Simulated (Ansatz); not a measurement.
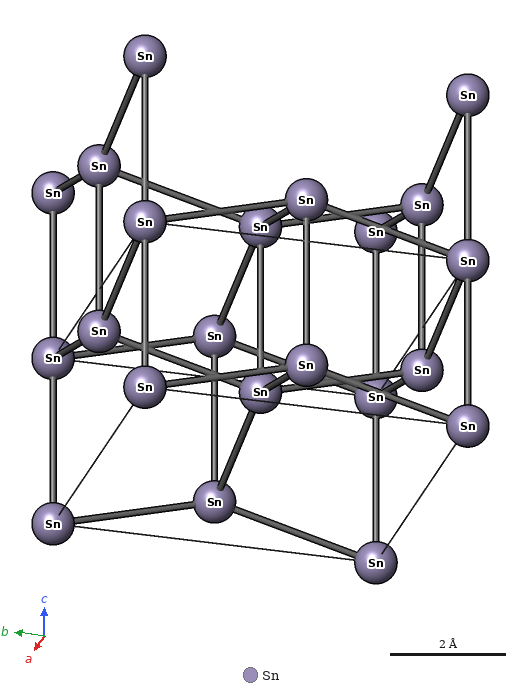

The starting point is a symmetric starting cell of Sn. A ball-and-stick model of the conventional cell (2 times the calculation's cell), repeated 1 × 1 × 2 with one cell outlined, seen from a free direction. Lengths and directions refer to the drawn axes.

Method: DFT PBE, scalar-relativistic, plane waves, PAW (Ansatz 0.2.0). Settings: plane-wave cutoff 420 eV; k-point mesh 14 × 14 × 14; occupations gaussian; smearing width 0.1 eV; no spin polarisation.

The variant: The cell is strained by −1.5 % along c and none across it (volume −1.6 %), the atoms keeping their fractional coordinates. No relaxation follows. The starting cell wasn't computed here and needn't be at equilibrium, so pressure and forces aren't due to the change alone.

What does the calculation give for the changed structure?

Answer. The pressure is 2.3 GPa (not all of it need come from the change, since the unchanged cell can be under pressure at this level too). The principal stresses (compression positive) are 2.7 GPa along c and 2.0 GPa across it. All forces vanish by symmetry. Near-neighbour distances before and after: Sn–Sn 3.199 → 3.150 Å. The space group stays I4_1/amd (No. 141).

Drawn alike, the variant:

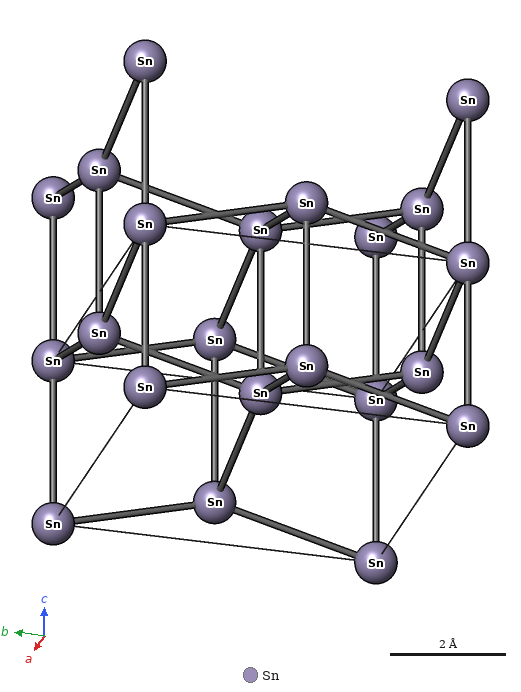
